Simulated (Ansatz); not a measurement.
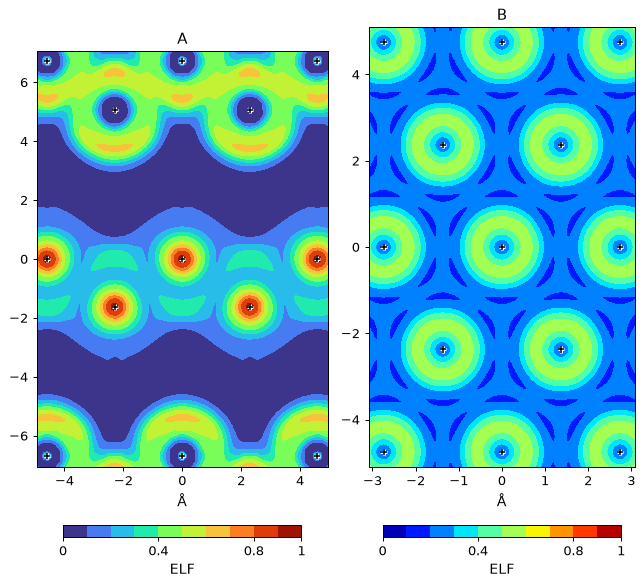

The ELF of 2 systems, each on a plane through atoms (crosses mark nuclei in the plane).

Level of theory: DFT PBEsol, scalar-relativistic, plane waves, PAW (Ansatz 0.2.0).

System 1: CdTe (interface cell), the (010) plane of the calculation cell. 

System 2: Pd, the (111) plane of the conventional cell. Space group Fm-3m; a structure from a database of computed crystals, not necessarily the ambient phase.

```xyz
4
Lattice="3.8750 0.0000 0.0000 0.0000 3.8750 0.0000 0.0000 0.0000 3.8750" Properties=species:S:1:pos:R:3 pbc="T T T"
Pd    0.0000    0.0000    0.0000
Pd    1.9375    1.9375    0.0000
Pd    1.9375    0.0000    1.9375
Pd    0.0000    1.9375    1.9375
```

**Which map belongs to which system?**

Panel A is system 1, CdTe: the plane holds Cd and Te. Te–Te (2.84 Å): the ELF reaches about 0.55 near the midpoint. Panel B is system 2, Pd: the plane holds Pd. Pd–Pd (2.74 Å): the ELF is about 0.20 at the midpoint; no shared electron pair shows on this line.
